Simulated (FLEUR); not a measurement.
System: TiAl₃ (space group I4/mmm).

Computed with FLEUR MaX-R8.1 (later development tree): all-electron LAPW DFT, no spin polarisation; energies at scaled volumes of the given cell, shape and fractions fixed, counted from the fit's minimum, third-order Birch-Murnaghan fit. All runs: no spin polarisation.

k mesh 10×10×10; occupations Fermi–Dirac; smearing width 0.05 eV; potentials all electron.

Describe the result: the energy against volume, with one curve for each functional. The cases: PBE; r2SCAN.

The fitted equilibrium volumes, smallest first, are r2SCAN 15.656, PBE 15.930 Å³/atom. The fitted bulk moduli, smallest first, are PBE 105.6, r2SCAN 114.8 GPa.

PBE:
| volume (Å³/atom) | energy (meV/atom) |
| --- | --- |
| 14.70 | 36.06 |
| 15.01 | 19.40 |
| 15.63 | 1.87 |
| 16.26 | 2.17 |
| 16.57 | 7.98 |

r2SCAN:
| volume (Å³/atom) | energy (meV/atom) |
| --- | --- |
| 14.70 | 23.42 |
| 15.01 | 10.28 |
| 15.63 | 0.01 |
| 16.26 | 7.83 |
| 16.57 | 17.47 |

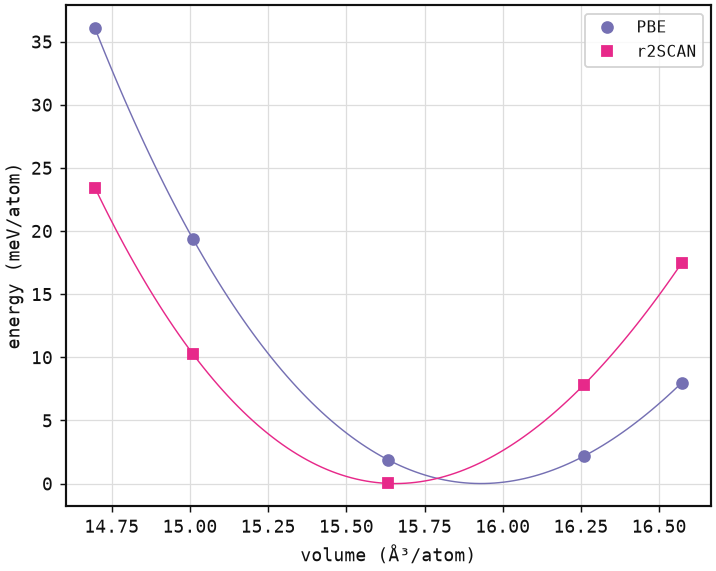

Caveats: shape and atomic fractions are frozen while scaling, which makes layered, chain and framework solids too stiff.
